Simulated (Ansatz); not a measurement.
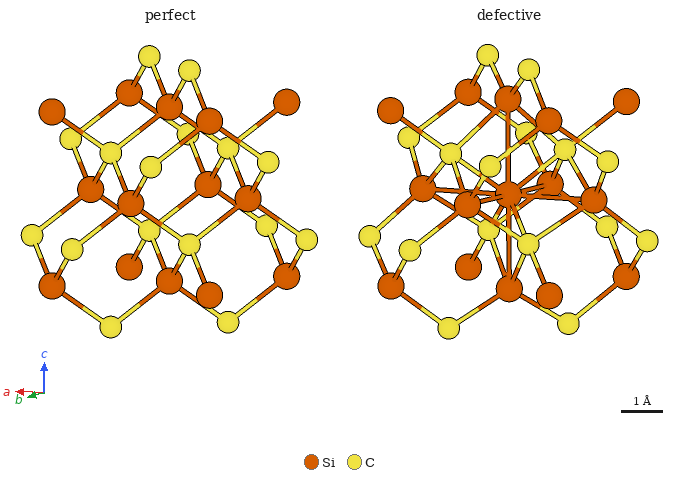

Left: perfect SiC. Right: the same region with one point defect, after relaxing the atoms in a supercell of 64 sites. The picture is a ball-and-stick view of the atoms within 3.8 Å of one point, seen from a free direction.

Computed with DFT, PBEsol, PAW, plane waves (Ansatz). (plane-wave cutoff 420 eV; k-point mesh 1 × 1 × 1; mesh shifted by (0.25, 0.25, 0.25); collinear spin) Fermi-Dirac smearing of 0.01 eV. A uniform background neutralises the charged cell. The axes drawn are those of the host's conventional cell.

Question: What kind of defect was made?

Answer: An extra silicon atom is put between the host's atoms (an interstitial).

The charge state of the cell is −1.

Question: How does the lattice respond?

Answer: The Si atom starts with 4 C at 1.89 Å, 6 Si at 2.18 Å around its place and ends with 4 C at 1.83 to 1.85 Å. Of the host's atoms, a silicon atom moves furthest from its site, by 0.20 Å. The cell's net moment is 1.00 μB.

Limits of the set-up: the cell is charged, on a uniform background, and energies carry no finite-size correction.
